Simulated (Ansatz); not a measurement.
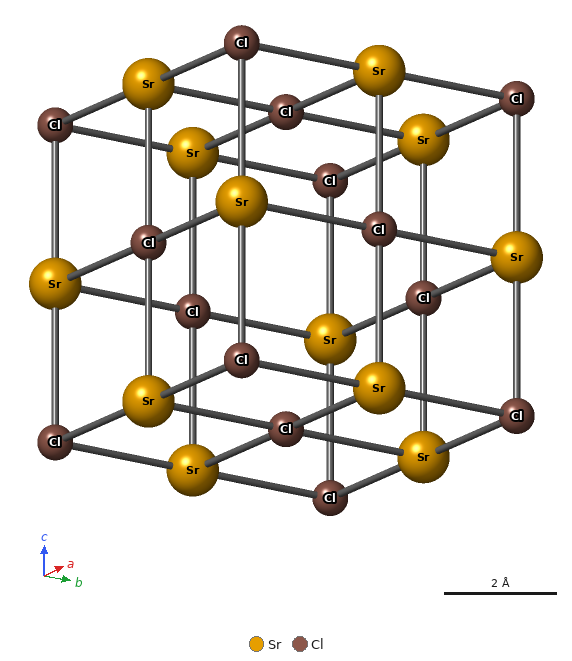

Lattice vibrations of crystalline Sr₃Cl₄ (a generated structure), space group Pm-3m (No. 221), at the zone centre. The picture is a ball-and-stick view of the cell of the calculation, seen from a free direction.

All numbers below come from Ansatz, DFT PBE, scalar-relativistic, plane waves, PAW.

The input:
```yaml
crystal:
  lattice:
    - [5.9764201968, 0.0, 0.0]
    - [0.0, 5.9764201968, 0.0]
    - [0.0, 0.0, 5.9764201968]
  atoms:
    - { symbol: Sr, position: [0.5, 0.0, 0.0] }
    - { symbol: Sr, position: [0.0, 0.5, 0.0] }
    - { symbol: Sr, position: [0.0, 0.0, 0.5] }
    - { symbol: Cl, position: [0.0, 0.5, 0.5] }
    - { symbol: Cl, position: [0.5, 0.0, 0.5] }
    - { symbol: Cl, position: [0.5, 0.5, 0.0] }
    - { symbol: Cl, position: [0.0, 0.0, 0.0] }
basis:
  ecutwfc: 420
kpoints:
  mp_grid: { grid: [6, 6, 6] }
hamiltonian:
  xc: pbe
scf:
  occupations: { method: fermi_dirac, width: 0.15 }
output:
  eigenvalues: true
phonons:
  method: dfpt
  eigenvectors: true
```

Launched with:
```bash
ansatz run input.yaml --threads 1 --pin off --max-ram 2048MiB --backend cpu --events-out ev --progress --plain --runs-dir out
```

The frequencies depend somewhat on the k-mesh and the smearing.

### Which optical modes does it have, at what frequencies, and is it stable there?

The calculation's cell holds 7 atoms, so there are 18 optical modes, in 6 levels. The optical modes span 2T₂u + 4T₁u. No level is unstable.

```csv
level,symmetry,frequency (cm⁻¹),activity
1,T₂u,62,silent
2,T₁u,67,infrared-active
3,T₁u,86,infrared-active
4,T₁u,170,infrared-active
5,T₂u,175,silent
6,T₁u,192,infrared-active
```

The crystal is a metal, so free carriers screen the infrared response.

The displacement patterns (one member of each degenerate set):

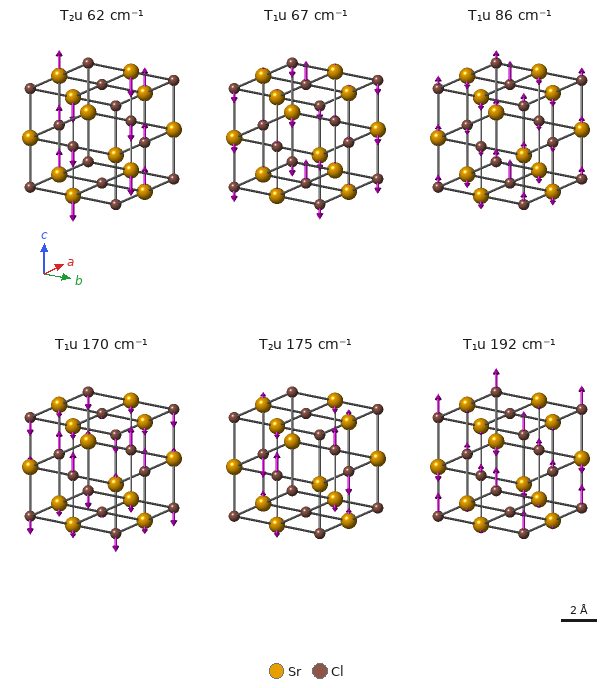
